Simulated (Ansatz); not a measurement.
## Molecular dynamics, with input and output: TiSi$_{2}$ (part 2 of 4)

TiSi$_{2}$ (Fddd, 24 atoms in the cell); DFT PBEsol, scalar-relativistic, plane waves, PAW, PAW set soft_1, no spin polarisation (Ansatz 0.2.0); cutoff 420 eV, 3×2×2 k-mesh, Fermi–Dirac smearing of 0.17 eV. The structure derives from a Materials Project entry. It belongs to a series of runs on one base structure; here: dynamics from the start.

Geometry of the input (Å; fractional positions):
```
4.8574  0.0000  0.0000
0.0000  8.3701  0.0000
0.0000  0.0000  8.6656
Ti 0.5000  0.5000  0.5000
Ti 0.7500  0.7500  0.7500
Si 0.5000  0.8374  0.5000
Si 0.5000  0.1626  0.5000
Si 0.2500  0.0874  0.2500
Si 0.2500  0.4126  0.2500
Ti 0.0000  0.0000  0.5000
Ti 0.2500  0.2500  0.7500
Si 0.0000  0.3374  0.5000
Si 0.0000  0.6626  0.5000
Si 0.7500  0.5874  0.2500
Si 0.7500  0.9126  0.2500
Ti 0.0000  0.5000  0.0000
Ti 0.2500  0.7500  0.2500
Si 0.0000  0.8374  0.0000
Si 0.0000  0.1626  0.0000
Si 0.7500  0.0874  0.7500
Si 0.7500  0.4126  0.7500
Ti 0.5000  0.0000  0.0000
Ti 0.7500  0.2500  0.2500
Si 0.5000  0.3374  0.0000
Si 0.5000  0.6626  0.0000
Si 0.2500  0.5874  0.7500
Si 0.2500  0.9126  0.7500
```

Log, continued:
```
md step    59: t =   118.00 fs  T =  1302.1 K  F+E_penalty+E_count = -29744.98402145 eV  E_kin = 4.039316 eV  (6 SCF iters)
md step    60: t =   120.00 fs  T =  1253.8 K  F+E_penalty+E_count = -29744.85215647 eV  E_kin = 3.889551 eV  (7 SCF iters)
md step    61: t =   122.00 fs  T =  1177.5 K  F+E_penalty+E_count = -29744.73754268 eV  E_kin = 3.652834 eV  (6 SCF iters)
md step    62: t =   124.00 fs  T =  1206.0 K  F+E_penalty+E_count = -29744.66510851 eV  E_kin = 3.741383 eV  (6 SCF iters)
md step    63: t =   126.00 fs  T =  1245.5 K  F+E_penalty+E_count = -29744.64191106 eV  E_kin = 3.863976 eV  (6 SCF iters)
md step    64: t =   128.00 fs  T =  1363.9 K  F+E_penalty+E_count = -29744.62701825 eV  E_kin = 4.231043 eV  (6 SCF iters)
md step    65: t =   130.00 fs  T =  1294.9 K  F+E_penalty+E_count = -29744.62507369 eV  E_kin = 4.017052 eV  (6 SCF iters)
md step    66: t =   132.00 fs  T =  1360.0 K  F+E_penalty+E_count = -29744.65184431 eV  E_kin = 4.218943 eV  (6 SCF iters)
md step    67: t =   134.00 fs  T =  1421.4 K  F+E_penalty+E_count = -29744.73122683 eV  E_kin = 4.409589 eV  (6 SCF iters)
md step    68: t =   136.00 fs  T =  1471.8 K  F+E_penalty+E_count = -29744.88098953 eV  E_kin = 4.565845 eV  (6 SCF iters)
md step    69: t =   138.00 fs  T =  1524.9 K  F+E_penalty+E_count = -29745.09427092 eV  E_kin = 4.730537 eV  (6 SCF iters)
md step    70: t =   140.00 fs  T =  1616.3 K  F+E_penalty+E_count = -29745.36499336 eV  E_kin = 5.014289 eV  (7 SCF iters)
md step    71: t =   142.00 fs  T =  1739.0 K  F+E_penalty+E_count = -29745.60187852 eV  E_kin = 5.394728 eV  (6 SCF iters)
md step    72: t =   144.00 fs  T =  1772.0 K  F+E_penalty+E_count = -29745.77671444 eV  E_kin = 5.497241 eV  (6 SCF iters)
md step    73: t =   146.00 fs  T =  1768.1 K  F+E_penalty+E_count = -29745.88861620 eV  E_kin = 5.485028 eV  (6 SCF iters)
md step    74: t =   148.00 fs  T =  1866.4 K  F+E_penalty+E_count = -29745.90972520 eV  E_kin = 5.789995 eV  (6 SCF iters)
md step    75: t =   150.00 fs  T =  1940.6 K  F+E_penalty+E_count = -29745.87974563 eV  E_kin = 6.020234 eV  (6 SCF iters)
md step    76: t =   152.00 fs  T =  1897.7 K  F+E_penalty+E_count = -29745.82450772 eV  E_kin = 5.887132 eV  (6 SCF iters)
md step    77: t =   154.00 fs  T =  1714.5 K  F+E_penalty+E_count = -29745.74183970 eV  E_kin = 5.318720 eV  (6 SCF iters)
md step    78: t =   156.00 fs  T =  1445.0 K  F+E_penalty+E_count = -29745.65516138 eV  E_kin = 4.482718 eV  (6 SCF iters)
md step    79: t =   158.00 fs  T =  1492.8 K  F+E_penalty+E_count = -29745.62965138 eV  E_kin = 4.631140 eV  (6 SCF iters)
md step    80: t =   160.00 fs  T =  1498.3 K  F+E_penalty+E_count = -29745.65020419 eV  E_kin = 4.648132 eV  (7 SCF iters)
md step    81: t =   162.00 fs  T =  1649.5 K  F+E_penalty+E_count = -29745.68923684 eV  E_kin = 5.117144 eV  (6 SCF iters)
md step    82: t =   164.00 fs  T =  1922.9 K  F+E_penalty+E_count = -29745.74960078 eV  E_kin = 5.965291 eV  (6 SCF iters)
md step    83: t =   166.00 fs  T =  1735.0 K  F+E_penalty+E_count = -29745.79051599 eV  E_kin = 5.382234 eV  (6 SCF iters)
md step    84: t =   168.00 fs  T =  1671.7 K  F+E_penalty+E_count = -29745.80207345 eV  E_kin = 5.186124 eV  (6 SCF iters)
md step    85: t =   170.00 fs  T =  1741.7 K  F+E_penalty+E_count = -29745.81535586 eV  E_kin = 5.403094 eV  (6 SCF iters)
md step    86: t =   172.00 fs  T =  1800.1 K  F+E_penalty+E_count = -29745.84098423 eV  E_kin = 5.584359 eV  (6 SCF iters)
md step    87: t =   174.00 fs  T =  1949.8 K  F+E_penalty+E_count = -29745.85845460 eV  E_kin = 6.048855 eV  (6 SCF iters)
md step    88: t =   176.00 fs  T =  1843.9 K  F+E_penalty+E_count = -29745.84574276 eV  E_kin = 5.720281 eV  (6 SCF iters)
md step    89: t =   178.00 fs  T =  1686.0 K  F+E_penalty+E_count = -29745.79410566 eV  E_kin = 5.230250 eV  (6 SCF iters)
md step    90: t =   180.00 fs  T =  1779.3 K  F+E_penalty+E_count = -29745.74736389 eV  E_kin = 5.519840 eV  (7 SCF iters)
md step    91: t =   182.00 fs  T =  1508.1 K  F+E_penalty+E_count = -29745.73206969 eV  E_kin = 4.678621 eV  (6 SCF iters)
md step    92: t =   184.00 fs  T =  1516.6 K  F+E_penalty+E_count = -29745.71644740 eV  E_kin = 4.704954 eV  (6 SCF iters)
md step    93: t =   186.00 fs  T =  1584.4 K  F+E_penalty+E_count = -29745.70257011 eV  E_kin = 4.915051 eV  (6 SCF iters)
md step    94: t =   188.00 fs  T =  1719.7 K  F+E_penalty+E_count = -29745.70021933 eV  E_kin = 5.334835 eV  (6 SCF iters)
md step    95: t =   190.00 fs  T =  1586.6 K  F+E_penalty+E_count = -29745.67819460 eV  E_kin = 4.922114 eV  (6 SCF iters)
md step    96: t =   192.00 fs  T =  1627.1 K  F+E_penalty+E_count = -29745.61652341 eV  E_kin = 5.047591 eV  (6 SCF iters)
md step    97: t =   194.00 fs  T =  1525.4 K  F+E_penalty+E_count = -29745.54473096 eV  E_kin = 4.732195 eV  (6 SCF iters)
md step    98: t =   196.00 fs  T =  1615.5 K  F+E_penalty+E_count = -29745.52435582 eV  E_kin = 5.011659 eV  (6 SCF iters)
md step    99: t =   198.00 fs  T =  1682.8 K  F+E_penalty+E_count = -29745.52620709 eV  E_kin = 5.220415 eV  (6 SCF iters)
md step   100: t =   200.00 fs  T =  1614.7 K  F+E_penalty+E_count = -29745.50329387 eV  E_kin = 5.009138 eV  (7 SCF iters)
md step   101: t =   202.00 fs  T =  1722.9 K  F+E_penalty+E_count = -29745.43485163 eV  E_kin = 5.344913 eV  (6 SCF iters)
md step   102: t =   204.00 fs  T =  1492.9 K  F+E_penalty+E_count = -29745.34797967 eV  E_kin = 4.631400 eV  (6 SCF iters)
md step   103: t =   206.00 fs  T =  1178.4 K  F+E_penalty+E_count = -29745.28932261 eV  E_kin = 3.655828 eV  (6 SCF iters)
md step   104: t =   208.00 fs  T =  1150.4 K  F+E_penalty+E_count = -29745.28753323 eV  E_kin = 3.568779 eV  (6 SCF iters)
md step   105: t =   210.00 fs  T =  1346.9 K  F+E_penalty+E_count = -29745.33265208 eV  E_kin = 4.178294 eV  (6 SCF iters)
md step   106: t =   212.00 fs  T =  1167.2 K  F+E_penalty+E_count = -29745.38737763 eV  E_kin = 3.621089 eV  (6 SCF iters)
md step   107: t =   214.00 fs  T =  1576.6 K  F+E_penalty+E_count = -29745.46459931 eV  E_kin = 4.890948 eV  (6 SCF iters)
md step   108: t =   216.00 fs  T =  1542.7 K  F+E_penalty+E_count = -29745.52029939 eV  E_kin = 4.785943 eV  (6 SCF iters)
md step   109: t =   218.00 fs  T =  1587.2 K  F+E_penalty+E_count = -29745.51883324 eV  E_kin = 4.923823 eV  (6 SCF iters)
md step   110: t =   220.00 fs  T =  1543.2 K  F+E_penalty+E_count = -29745.51812330 eV  E_kin = 4.787303 eV  (7 SCF iters)
md step   111: t =   222.00 fs  T =  1383.8 K  F+E_penalty+E_count = -29745.54046714 eV  E_kin = 4.292902 eV  (6 SCF iters)
md step   112: t =   224.00 fs  T =  1363.3 K  F+E_penalty+E_count = -29745.56258799 eV  E_kin = 4.229230 eV  (6 SCF iters)
md step   113: t =   226.00 fs  T =  1334.9 K  F+E_penalty+E_count = -29745.57767876 eV  E_kin = 4.141269 eV  (6 SCF iters)
md step   114: t =   228.00 fs  T =  1458.9 K  F+E_penalty+E_count = -29745.59044723 eV  E_kin = 4.525722 eV  (6 SCF iters)
md step   115: t =   230.00 fs  T =  1309.1 K  F+E_penalty+E_count = -29745.62351620 eV  E_kin = 4.061216 eV  (6 SCF iters)
md step   116: t =   232.00 fs  T =  1411.1 K  F+E_penalty+E_count = -29745.68468302 eV  E_kin = 4.377650 eV  (6 SCF iters)
md step   117: t =   234.00 fs  T =  1490.0 K  F+E_penalty+E_count = -29745.77163739 eV  E_kin = 4.622416 eV  (6 SCF iters)
md step   118: t =   236.00 fs  T =  1693.7 K  F+E_penalty+E_count = -29745.89743249 eV  E_kin = 5.254408 eV  (6 SCF iters)
md step   119: t =   238.00 fs  T =  1643.9 K  F+E_penalty+E_count = -29746.03506043 eV  E_kin = 5.099784 eV  (6 SCF iters)
md step   120: t =   240.00 fs  T =  1774.1 K  F+E_penalty+E_count = -29746.19601450 eV  E_kin = 5.503584 eV  (7 SCF iters)
md step   121: t =   242.00 fs  T =  1762.6 K  F+E_penalty+E_count = -29746.37651743 eV  E_kin = 5.468125 eV  (6 SCF iters)
md step   122: t =   244.00 fs  T =  1801.3 K  F+E_penalty+E_count = -29746.54152917 eV  E_kin = 5.587914 eV  (6 SCF iters)
md step   123: t =   246.00 fs  T =  1855.1 K  F+E_penalty+E_count = -29746.69489835 eV  E_kin = 5.754994 eV  (6 SCF iters)
md step   124: t =   248.00 fs  T =  1936.2 K  F+E_penalty+E_count = -29746.78893178 eV  E_kin = 6.006437 eV  (6 SCF iters)
md step   125: t =   250.00 fs  T =  2004.6 K  F+E_penalty+E_count = -29746.79999210 eV  E_kin = 6.218645 eV  (6 SCF iters)
md step   126: t =   252.00 fs  T =  2022.5 K  F+E_penalty+E_count = -29746.76980120 eV  E_kin = 6.274396 eV  (6 SCF iters)
preconditioner: auto → Kerker (q_TF=auto, 2.392 Å⁻¹)  [metal: Δε(μ)=0.063 eV  Ē_g=6.431 eV  σ=0.170 eV  W_gap=0.0
[...]
SCF iter   2: F=—  HF=-29744.213273 eV  |F-HF|=—  |Δ(HF+E_count)|=   1.91e-2  Δρ=2.63e-3  dr2=9.38e-2  ethr=1.86e-4  ⟨swp⟩=1.0  Hψ=880  notcnv=0
SCF iter   3: F=—  HF=-29744.203728 eV  |F-HF|=—  |Δ(HF+E_count)|=   9.55e-3  Δρ=2.55e-4  dr2=5.17e-4  ethr=5.86e-5  ⟨swp⟩=1.0  Hψ=880  notcnv=0
SCF iter   4: F=—  HF=-29744.203799 eV  |F-HF|=—  |Δ(HF+E_count)|=   7.16e-5  Δρ=8.18e-5  dr2=3.16e-5  ethr=3.23e-7  ⟨swp⟩=2.9  Hψ=1372  notcnv=0
SCF iter   5: F=—  HF=-29744.203847 eV  |F-HF|=—  |Δ(HF+E_count)|=   4.76e-5  Δρ=2.10e-5  dr2=2.68e-6  ethr=1.98e-8  ⟨swp⟩=2.8  Hψ=1639  notcnv=0
SCF iter   6: F=—  HF=-29744.203797 eV  |F-HF|=—  |Δ(HF+E_count)|=   4.94e-5  Δρ=5.38e-6  dr2=1.71e-7  ethr=1.68e-9  ⟨swp⟩=3.0  Hψ=1595  notcnv=0
SCF iter   7: F=-29744.203797 eV  HF=-29744.203797 eV  |F-HF|=5.72e-9  |Δ(HF+E_count)|=   2.92e-8  Δρ=1.20e-6  dr2=8.42e-9  ethr=1.50e-11  ⟨swp⟩=4.0  Hψ=2550  notcnv=0
SCF 151 converged in 7 iterations: F = -29744.203797 eV  dr2 = 8.42e-9
md step   150: t =   300.00 fs  T =  1793.8 K  F+E_penalty+E_count = -29744.20379736 eV  E_kin = 5.564938 eV  (7 SCF iters)
```

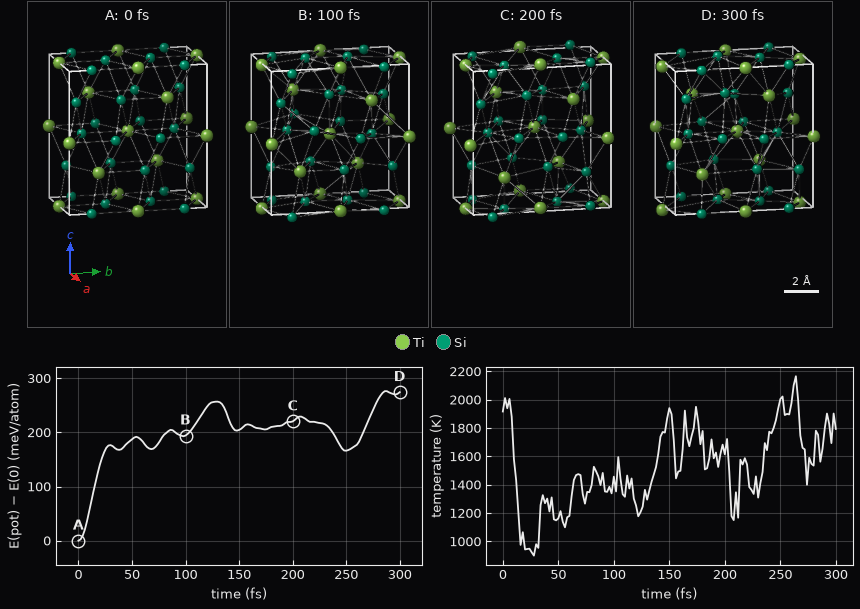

Fig. 1: Frames of the molecular dynamics (ball-and-stick, simulation cell, seen slightly off an axis) above the curves, on which the letters mark them. The trajectory kept here has 151 frames over 300 fs. The temperature starts at 1917 K, ranges from 900 to 2166 K and averages 1671 K over the second half. The potential energy ends 274.3 meV/atom above its first value. With the common drift removed, the root-mean-square displacement is 0.31 Å.

```
SCF converged after 7 iterations
Free energy (F): -29744.203797 eV
Harris-Foulkes:  -29744.203797 eV  (|F-HF|=5.72e-9)
Internal energy: -29743.074335 eV  (E = F + TS)
E sigma→0 (E₀):  -29743.639066 eV
Entropy (-TS):   -1.129463 eV (-47.061 meV/atom)
Fermi energy:    11.832537 eV
--- Per-component energies (eV) ---
  E_band       = -978.542386
  E_kinetic    = 2937.740527
  E_local      = -8992.843935  (includes V_loc(G=0)·N_el)
  E_nonlocal   = 863.531941
  E_hartree    = 3792.133603
  E_xc         = -1842.485393
  E_vxc        = -1958.493555  (∫ρ·V_xc dr)
  E_paw        = -16101.089509  (= ΣΔE_a)
  E_vpaw       = -1412.742054  (= ΣTr[D̂ρ^β])
  E_aug_tail   = -0.000023  (compensation charges beyond the density's cutoff)
  E_ewald      = -10401.681593
  E_core_change = 1.620047  (= ΣΔE_core)
  E_smearing   = -1.129463  (= −TS)
  E_closure    = -0.000000  (closes the sum)
  Σ components = -29744.203797   (vs F -29744.203797, Δ=0.00e0)
--- Forces (eV/Å), atoms counted from 1 ---
  atom   1  Ti     0.49746516    -3.02089350    -0.66777539
  atom   2  Ti    -0.71224549     1.44343707    -1.48957757
  atom   3  Si     0.66055781     1.95960644     1.48689657
  atom   4  Si    -3.32578131     1.21621195     0.29399393
  atom   5  Si    -1.03957158     0.06210235    -0.10264524
  atom   6  Si     1.24761627     0.32860407    -0.76707066
  atom   7  Ti     4.69804911    -1.54482220     2.00185479
  atom   8  Ti    -0.51585788     1.11557121     0.68082684
  atom   9  Si    -0.02981846    -0.59999560     0.15783540
  atom  10  Si     0.05029047     0.73774375     0.84217512
  atom  11  Si    -0.62026690    -1.35882318    -1.12843911
  atom  12  Si    -1.29108043    -0.49690795    -1.98898650
  atom  13  Ti     1.23395532    -0.14811054     1.49422486
  atom  14  Ti    -0.30206443     1.14638346    -0.59886439
  atom  15  Si    -0.84170092     0.67193789    -0.45110313
  atom  16  Si     0.97037823    -0.83549981     0.49290895
  atom  17  Si    -0.19387800    -1.44372790    -1.67060557
  atom  18  Si    -0.32680786     0.11575543    -3.37735320
  atom  19  Ti     1.87902039     1.85909074     2.64393895
  atom  20  Ti    -0.17615657     0.77391508     1.10435602
  atom  21  Si    -1.64499997    -0.32334385     0.55391359
  atom  22  Si     1.23618281    -2.19382767    -0.50640618
  atom  23  Si    -0.36393224     0.99468969     2.12860997
  atom  24  Si    -1.08938228    -0.45908989    -1.13269430
  max |Σ_I F_I| component: 2.88e-5 eV/Å
--- MD trajectory: 150 steps, t = 0.0 → 300.0 fs ---
  final state: T = 1793.8 K   F+E_penalty+E_count = -29744.20379736 eV   E_kin = 5.564938 eV
```

Trajectory as extended XYZ (Å, eV, eV/Å), 21 of the 151 frames kept, from step=0 to step=150:
```
24
Lattice="4.8574 0.0000 0.0000 0.0000 8.3701 0.0000 0.0000 0.0000 8.6656" Properties=species:S:1:pos:R:3:forces:R:3 step=0 time_fs=0.0 energy=-29750.78719 temperature=1916.7
Ti    2.4287    4.1850    4.3328    0.0000   0.0000   0.0000
Ti    3.6430    6.2775    6.4992    0.0000   0.0000   0.0000
Si    2.4287    7.0094    4.3328    0.0000  -0.0200   0.0000
Si    2.4287    1.3607    4.3328    0.0000   0.0200   0.0000
Si    1.2143    0.7318    2.1664    0.0000  -0.0200   0.0000
Si    1.2143    3.4532    2.1664    0.0000   0.0200   0.0000
Ti    0.0000    0.0000    4.3328    0.0000   0.0000   0.0000
Ti    1.2143    2.0925    6.4992    0.0000   0.0000   0.0000
Si    0.0000    2.8243    4.3328    0.0000  -0.0200   0.0000
Si    0.0000    5.5457    4.3328    0.0000   0.0200   0.0000
Si    3.6430    4.9169    2.1664    0.0000  -0.0200   0.0000
Si    3.6430    7.6382    2.1664    0.0000   0.0200   0.0000
Ti    0.0000    4.1850    0.0000    0.0000   0.0000   0.0000
Ti    1.2143    6.2775    2.1664    0.0000   0.0000   0.0000
Si    0.0000    7.0094    0.0000    0.0000  -0.0200   0.0000
Si    0.0000    1.3607    0.0000    0.0000   0.0200   0.0000
Si    3.6430    0.7318    6.4992    0.0000  -0.0200   0.0000
Si    3.6430    3.4532    6.4992    0.0000   0.0200   0.0000
Ti    2.4287    0.0000    0.0000    0.0000   0.0000   0.0000
Ti    3.6430    2.0925    2.1664    0.0000   0.0000   0.0000
Si    2.4287    2.8243    0.0000    0.0000  -0.0200   0.0000
Si    2.4287    5.5457    0.0000    0.0000   0.0200   0.0000
Si    1.2143    4.9169    6.4992    0.0000  -0.0200   0.0000
Si    1.2143    7.6382    6.4992    0.0000   0.0200   0.0000
24
Lattice="4.8574 0.0000 0.0000 0.0000 8.3701 0.0000 0.0000 0.0000 8.6656" Properties=species:S:1:pos:R:3:forces:R:3 step=8 time_fs=16.0 energy=-29748.19552 temperature=975.4
Ti    2.5339    4.1184    4.2790   -0.5423   1.0019   1.1456
Ti    3.5497    6.3091    6.4287    0.9928  -0.0288   0.9712
Si    2.4684    7.0342    4.3319   -0.8718  -0.3969  -0.2531
Si    2.3317    1.2918    4.4732    0.1934   0.4239  -1.1884
Si    1.2740    0.6823    2.1193    0.1131   0.1886   0.9293
Si    1.1586    3.4313    2.3969    1.0062   0.1963  -2.5998
Ti   -0.1092   -0.1167    4.2977    1.3168   1.6155   0.4967
Ti    1.1738    2.2074    6.5951   -0.6839  -0.7325  -0.7074
Si    0.0815    2.9325    4.3021   -0.6974  -0.5307   1.9273
Si   -0.0243    5.5800    4.2500    0.1530  -0.1957   0.6593
Si    3.6634    4.9520    2.0665    0.2211  -0.2187   0.8188
Si    3.6505    7.6607    2.1857   -0.2107  -0.2192  -0.0451
Ti    0.1415    4.2250    0.0885   -1.2425  -0.9434  -0.0407
Ti    1.3561    6.1891    2.1990   -1.3455   0.6941  -0.6059
Si   -0.0859    7.1075    0.0316    1.0539  -2.0763  -0.3806
Si   -0.0047    1.0586    0.1352    0.1971   2.2380  -0.8400
Si    3.5555    0.8573    6.4888    0.7343  -0.6494   0.3341
Si    3.5134    3.3051    6.5169    1.0046   1.1552   0.1932
Ti    2.5287   -0.0902   -0.0252   -1.5661   0.4887   0.1346
Ti    3.7131    2.2220    2.2371   -1.0087  -1.4377  -0.4658
Si    2.4064    2.7405   -0.0275    0.4117   0.1843   1.3018
Si    2.4716    5.4850   -0.0051    0.1510   0.2859  -0.1752
Si    1.1275    4.9743    6.6720    0.4923   0.2260  -1.8112
Si    1.1549    7.9312    6.4684    0.1276  -1.2691   0.2013
24
Lattice="4.8574 0.0000 0.0000 0.0000 8.3701 0.0000 0.0000 0.0000 8.6656" Properties=species:S:1:pos:R:3:forces:R:3 step=15 time_fs=30.0 energy=-29746.55175 temperature=980.3
Ti    2.5563    4.0673    4.3360   -0.9970   1.4601   0.2800
Ti    3.4880    6.3275    6.4270    1.5876  -0.2370   1.2432
Si    2.4621    7.0667    4.3766   -0.9422  -0.7457  -0.9465
Si    2.3074    1.2178    4.5061   -0.3835   1.1630  -2.1519
Si    1.3303    0.7651    2.1894    0.1120  -0.1590   0.4080
Si    1.1274    3.4033    2.4015    1.4229   0.2659  -1.6574
Ti   -0.1113   -0.1772    4.2253    1.3617   2.1413   1.2347
Ti    1.0874    2.2260    6.6178   -0.0656  -0.6300  -0.3846
Si    0.0611    2.9967    4.3812   -0.3216  -0.4597   1.3924
Si    0.0604    5.5726    4.2708   -0.2546  -0.3177   0.7668
Si    3.7052    4.9770    2.0391    0.1393  -0.4210   1.6179
Si    3.7119    7.6694    2.1172   -0.5285  -0.2224   0.1963
Ti    0.2117    4.2278    0.1659   -1.6705  -0.9220  -0.6279
Ti    1.4302    6.1670    2.2186   -1.7910   0.8852  -0.5563
Si   -0.0344    7.0121    0.0227    0.8225  -1.9796  -0.5847
Si    0.1193    0.9183    0.1473   -0.5765   2.5039  -0.7960
Si    3.4567    0.8998    6.3986    1.8491  -0.9448   1.7476
Si    3.4137    3.3279    6.5587    1.3103   1.0124   0.7527
Ti    2.5190   -0.1913   -0.0742   -0.9258   1.4168   0.4235
Ti    3.7120    2.2646    2.3368   -1.0141  -1.9392  -1.1918
Si    2.3675    2.6824    0.0480    0.5488   0.1364   0.8440
Si    2.5221    5.5451    0.0373   -0.0832  -0.3573  -0.6488
Si    1.0954    5.0373    6.7418    0.6333   0.0806  -1.8670
Si    1.1691    8.0303    6.3877   -0.2333  -1.7300   0.5058
```
